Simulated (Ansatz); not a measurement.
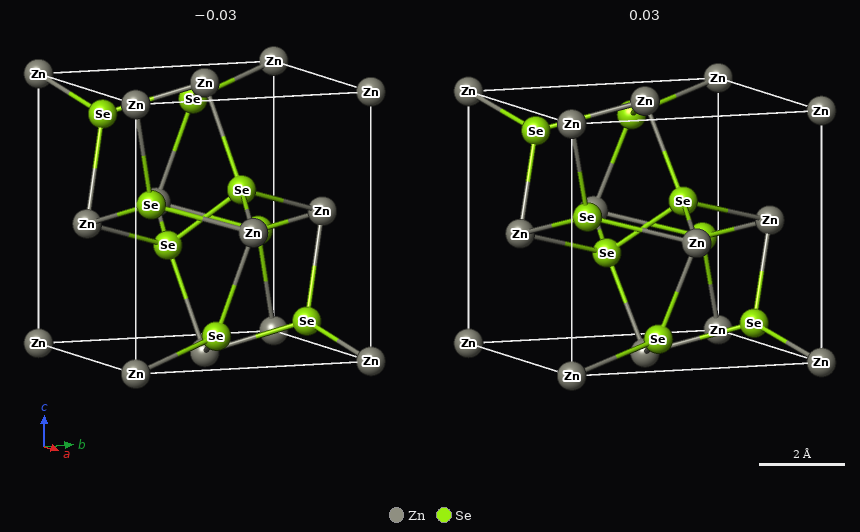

Crystalline ZnSe₂ (set up in Pa-3), under biaxial strain in the a–b plane (c and atoms relaxed), with energies (extrapolated to zero smearing) counted from the relaxed crystal, which is the row at zero. The picture shows the first and the last member. Style: ball-and-stick. Shown: the cell of the calculation, slightly off an axis.

Computed with Ansatz 0.2.0: DFT PBEsol, scalar-relativistic, plane waves, PAW. Settings: plane-wave cutoff 420 eV; k-point mesh 6 × 6 × 6; occupations gaussian; smearing width 0.02 eV; no spin polarisation; force threshold 0.008 eV/Å.

```
strain  energy (meV/atom)  a (Å)  c (Å)  band gap (eV)
 −0.03              11.79  6.052  6.467           0.45
−0.015                  ?      ?      ?              ?
   0.0               0.00  6.239  6.239           0.68
 0.015               2.28  6.333  6.135           0.62
  0.03               8.33  6.426  6.043           0.66
```

Q: One row is withheld. What does the calculation give there?

A: A parabola through three neighbouring rows (−0.03, 0.0, 0.015) gives, with Lagrange weights, (0.3333)(11.79) + (1.0000)(0.00) + (−0.3333)(2.28) = 3.17 meV/atom. The calculation gives 2.68 meV/atom (a = 6.146 Å, c = 6.350 Å). The estimate is 0.49 meV/atom too high. For the gap a parabola through the rows −0.03, 0.0, 0.015 gives 0.62 eV, and the calculation 0.57 eV (semilocal gaps, lower than measured ones as a rule). From the first member to the last: Se–Zn 2.546 → 2.700 Å, Se–Zn 2.694 → 2.548 Å, Se–Se 2.370 → 2.382 Å.

The whole series:

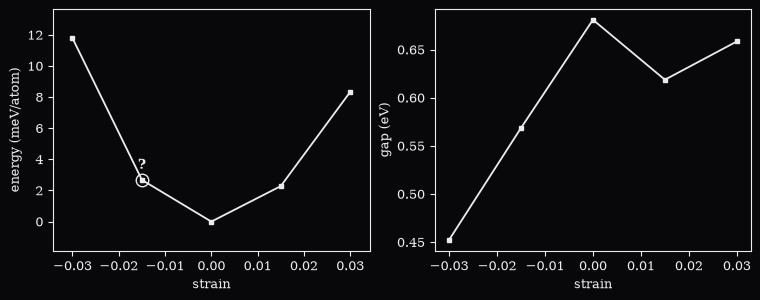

Each member starts from this one structure; whether another phase lies lower wasn't checked.
